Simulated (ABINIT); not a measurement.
Geometry relaxation, with input and output: KCl (part 3 of 3)

Continued. System: KCl (2 atoms in the cell). Method: Kohn-Sham DFT of a periodic cell, PBEsol, PseudoDojo NC SR PBEsol v0.4 stringent, no spin polarisation (ABINIT 10.8.3); cutoff 1006.82 eV, 5×5×5 k-mesh, fermi-dirac of 0.05 eV. The structure derives from a Materials Project entry.

Geometry of the input (Å; fractional positions):
```
3.8392  0.0000  0.0000
0.0000  3.8392  0.0000
0.0000  0.0000  3.8392
K  0.0000  0.0000  0.0000
Cl 0.5000  0.5000  0.5000
```

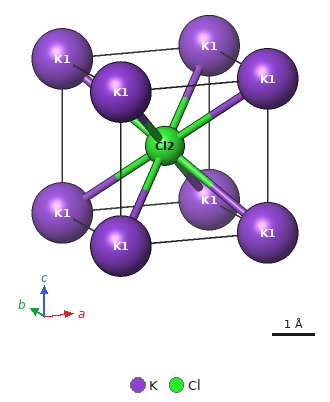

**Figure 1.** The input geometry (ball-and-stick view of the cell of the calculation, seen slightly off an axis; atoms are numbered from 1 in the order of the input).

Results in brief

```json
{"quantity": "outcome", "value": "converged"}
{"quantity": "space group (tolerance 0.01 Å)", "value": "Pm-3m (221)"}
{"quantity": "electrons treated", "value": "16"}
{"quantity": "free energy", "value": "−1265.1916 eV"}
{"quantity": "Fermi energy", "value": "3.319 eV"}
{"quantity": "gap on the k-point mesh", "value": "5.01 eV"}
{"quantity": "pressure", "value": "0.00 GPa"}
{"quantity": "final volume", "value": "52.21 Å³"}
{"quantity": "largest force (length of the vector) at the end", "value": "under 0.001 eV/Å"}
{"quantity": "final cell", "value": "a = 3.737 Å, b = 3.737 Å, c = 3.737 Å, α = 90.00°, β = 90.00°, γ = 90.00°"}
{"quantity": "hardware", "value": "1 thread of AMD EPYC (Zen 3), 192 GiB of memory available, shared host"}
{"quantity": "wall time", "value": "99 s"}
{"quantity": "peak memory", "value": "0.09 GiB"}
```
